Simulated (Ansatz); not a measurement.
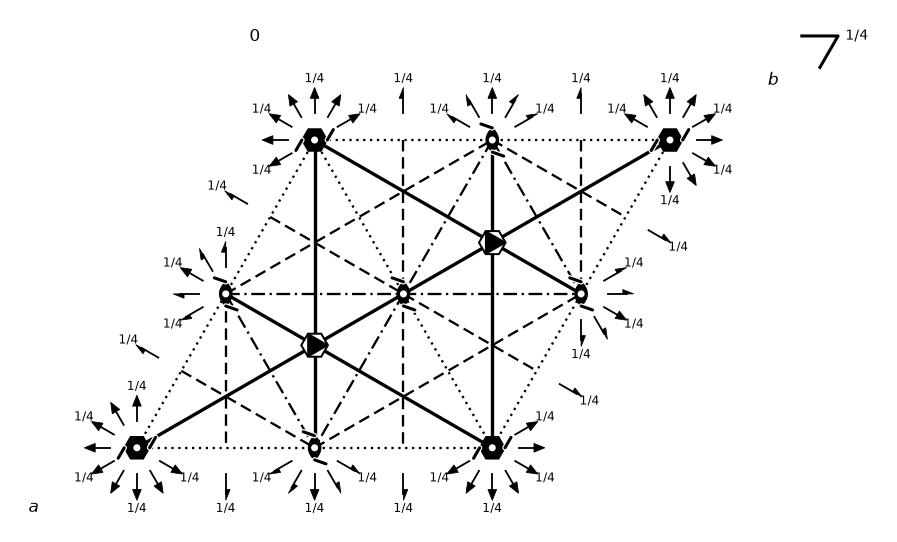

Symmetry elements of a space group, projected down c, computed from the operations of a computed or model structure of composition Co.

Graphical symbols as in the International Tables (origin upper left, heights as fractions; handed screw axes are marked by their printed symbols).

Q: Which space group is it?

A: P6₃/mmc (No. 194); primitive hexagonal, point group 6/mmm, 24 general positions a cell.

Q: List the elements shown.

A: −6 axes along c at (1/3, 2/3), (2/3, 1/3); 6₃ axes along c at (0, 0); 2₁ axes along c at (0, 1/2), (1/2, 0), (1/2, 1/2); inversion centres at (0, 0), (0, 1/2), (1/2, 0), (1/2, 1/2); mirror planes holding c and [1 2 0] or [2 1 0] or [−1 1 0]; in-plane glide planes holding c and [1 2 0] or [2 1 0] or [−1 1 0]; c glide planes normal to a*, at x = 0; n glide planes normal to a*, at x = 1/2; c glide planes normal to b*, at y = 0; n glide planes normal to b*, at y = 1/2; c glide planes holding c and [1 1 0]; diagonal glide planes holding c and [1 1 0]; a mirror plane normal to c at height 1/4; 2 axes along [1 1 0] at height 0; 2 axes along [1 2 0] at height 1/4; 2 axes along [2 1 0] at height 1/4; 2 axes along [−1 1 0] at height 1/4; 2 axes along a at height 0; 2 axes along b at height 0; 2₁ axes along [1 1 0] at height 0; 2₁ axes along [1 2 0] at height 1/4; 2₁ axes along [2 1 0] at height 1/4; 2₁ axes along [−1 1 0] at height 1/4; 2₁ axes along a at height 0; 2₁ axes along b at height 0. Heights repeat every half period; positions are (a, b) fractions, modulo 1.

Q: Write the general positions (in any order).

A: x, y, z; −x, −y, −z; x−y, x, z+1/2; −x+y, −x, −z+1/2; −y, x−y, z; y, −x+y, −z; −x, −y, z+1/2; x, y, −z+1/2; −x+y, −x, z; x−y, x, −z; y, −x+y, z+1/2; −y, x−y, −z+1/2; −y, −x, −z+1/2; y, x, z+1/2; −x, −x+y, −z; x, x−y, z; −x+y, y, −z+1/2; x−y, −y, z+1/2; y, x, −z; −y, −x, z; x, x−y, −z+1/2; −x, −x+y, z+1/2; x−y, −y, −z; −x+y, y, z
